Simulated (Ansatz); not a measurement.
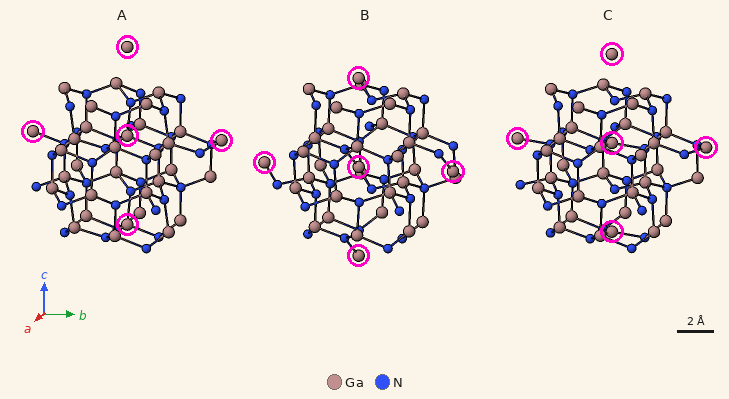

3 geometries from a converged minimum-energy path of GaN with a Ga vacancy (15 atoms in the cell, charge -1), shuffled. A ball-and-stick model of the atoms within 5.8 Å of the middle of the path, seen slightly off an axis. The moving atom is ringed, with any periodic copies. Bonds to atoms that aren't drawn are left out.

These are results of Ansatz 0.2.0, DFT PBE, scalar-relativistic, plane waves, PAW, not measurements. Set-up: plane-wave cutoff 420 eV; k-point mesh 2 × 2 × 2; Fermi-Dirac smearing 0.05 eV; 5 movable images; climbing image; force threshold 0.03 eV/Å; iteration limit 57; optimiser FIRE; starting path by straight interpolation.

> Which frame is the top of the path?

B. In order along the path, whose images run from 0 to 6: B (image 2, +2.68 eV), C (image 5, +0.81 eV), A (image 6, 0.00 eV). It is a vacancy jump: a nearby atom moves into the empty site and leaves its own site empty. A Ga atom travels furthest, 3.17 Å from end to end, roughly along [−1 1 2], on a path that bends up to 0.33 Å away from the straight line. At the highest image its nearest neighbour (N) is 1.77 Å away, against 1.88 Å at the start, and the surrounding atoms stand up to 0.22 Å off the mean of their end positions.

Limits of the set-up: the k-point mesh is coarse for a cell with partly filled bands; the periodic images lie only 5.2 Å apart, so the values are limited by the cell's size; the cell is charged, on a uniform background, and energies carry no finite-size correction.

PAW datasets: the set soft_1.
